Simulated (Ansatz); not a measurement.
One cell, run at 7 values of the smearing width.
The run: Nb (Im-3m, 1 atom in the cell), by DFT, LDA (PW92), plane waves (420 eV) with PAW, scalar-relativistic (Ansatz); 14×14×14 k-mesh, Methfessel–Paxton smearing.
ΔE is the free energy less its value at the smallest setting, 0.01 eV.
Dashed lines or grey bands mark the tolerance: 1 meV/atom.
On logarithmic panels, open markers lie below the reference value and filled ones above.
Values: 1 eV, 0.6 eV, 0.3 eV, 0.2 eV, 0.1 eV, 0.03 eV and 0.01 eV.

How do the results converge (to 1 meV/atom)?

Answer. The free energy is within 1 meV/atom of the smallest setting's value from 0.2 eV down. It is off by 32 meV/atom at 1 eV, 13 meV/atom at 0.6 eV and 1.2 meV/atom at 0.3 eV (on both sides of it).

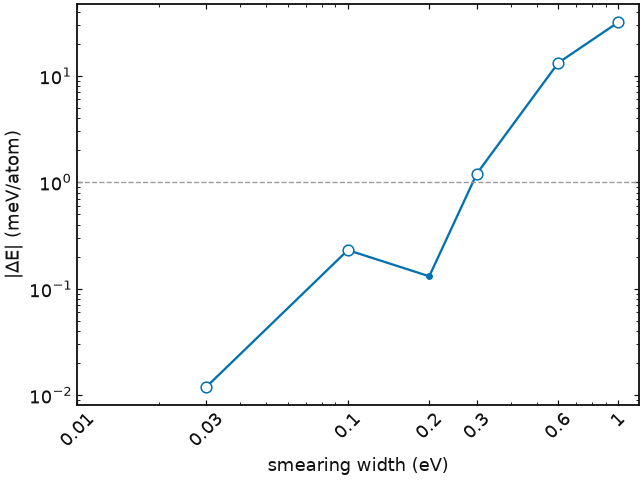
